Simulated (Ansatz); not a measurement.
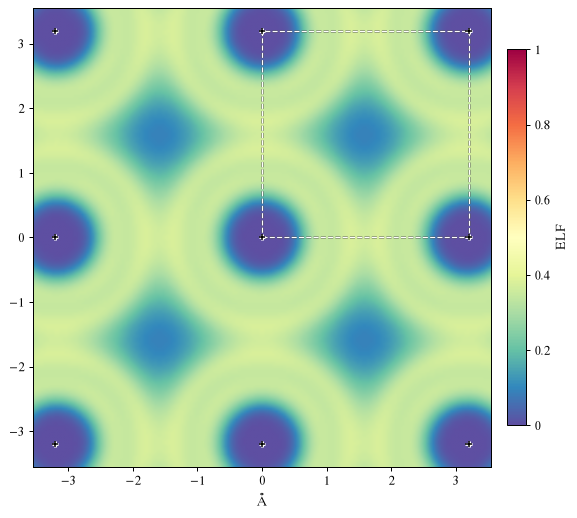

The electron localisation function on a plane through atoms (crosses mark nuclei in the plane).

All numbers below come from DFT LDA, scalar-relativistic, plane waves, PAW (Ansatz).

Candidates:
A. Sn, a = 3.20 Å, b = 3.20 Å, c = 5.05 Å, α = 90.00°, β = 90.00°, γ = 90.00°. Space group I4/mmm.
B. AlCu3, a = 5.08 Å, b = 5.08 Å, c = 4.13 Å, α = 90.00°, β = 90.00°, γ = 120.00°. Space group P6₃/mmc; a structure from a database of computed crystals, not necessarily the ambient phase; computed without spin polarisation.

Q: Which system is this?

A: Candidate A: Sn on the (001) plane of the conventional cell, which holds Sn. Sn–Sn (3.20 Å): the ELF is about 0.35 at the midpoint.
